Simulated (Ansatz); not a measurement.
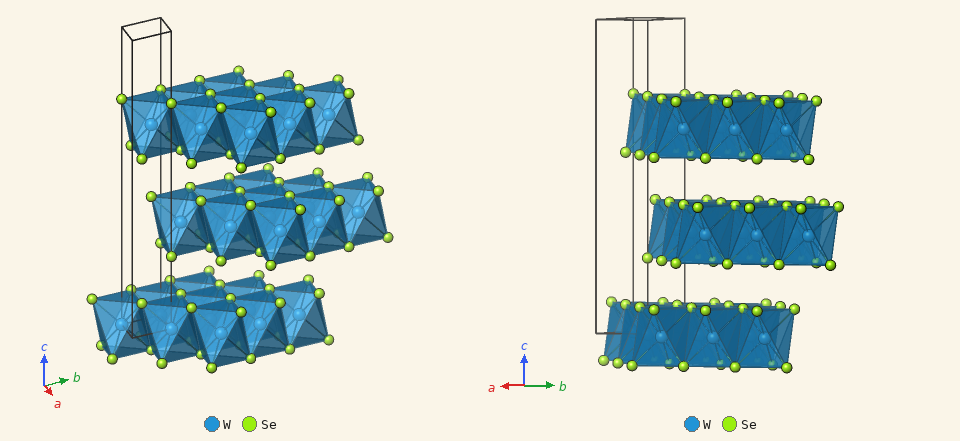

Polyhedra are drawn about W (bonds: Se–W below 2.9 Å); other atoms are plain spheres. Two views of the same piece.

WSe₂ (space group R-3m, No. 166). Coordinates: the end point of a relaxation with Ansatz 0.2.0, DFT, PBE-D4, plane waves, PAW; the starting structure was generated, so it need not be a known form of this composition.

**What figure surrounds each W atom, and what does it share with the other drawn polyhedra?**

W: WSe6 octahedron, sharing edges with six neighbours.

**How do these polyhedra hang together as a whole?**

They form layers of edge-sharing octahedra parallel to (001).

**How far apart are the centres of linked polyhedra?**

Centre to centre across a shared edge: 3.24 Å.
